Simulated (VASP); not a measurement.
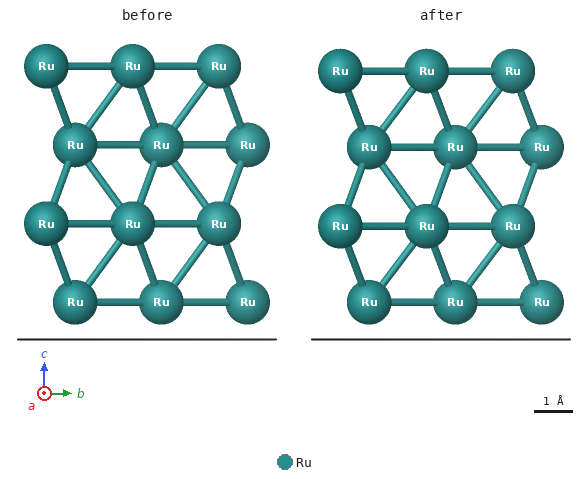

The structure of a slab of composition Ru before (left) and after (right) a relaxation, at one scale.

The picture is a ball-and-stick view of the 3 × 3 repeat of the cell, outlined in the plane, without the vacuum, seen along the a axis.

The run lets the atoms move in a fixed cell. 1 atoms are held fixed.

The calculation used VASP, Kohn-Sham DFT of a periodic cell, LDA, VASP PAW LDA potentials, recommended.

Input file:
```
SYSTEM = Ru
PREC = Accurate ; ENCUT = 520
EDIFF = 1E-7 ; ISMEAR = 1
SIGMA = 0.1 ; LREAL = .False.
LASPH = .True. ; NELM = 120
ALGO = Normal ; ISIF = 2
LWAVE = .False. ; LCHARG = .False.
LDIPOL = .True. ; IDIPOL = 3
DIPOL = 0.5 0.5 0.500 ; IBRION = 2
NSW = 90 ; EDIFFG = -0.02
KPAR = 2
```

Run as
```bash
cat potpaw_LDA.64/Ru_pv/POTCAR > POTCAR
mpirun -np 2 vasp_std > vasp.out
```

### Summarise the run.

The energy falls by 53.9 meV per cell of the calculation in 10 geometry steps. Largest force component: 0.75 eV/Å at the start, 0.0041 eV/Å at the end. The largest move is that of a Ru atom, 0.13 Å along the normal (−c). The lattice vectors keep their values. Among the contacts that change: Ru–Ru 2.619 → 2.563 Å, Ru–Ru 2.619 → 2.628 Å.
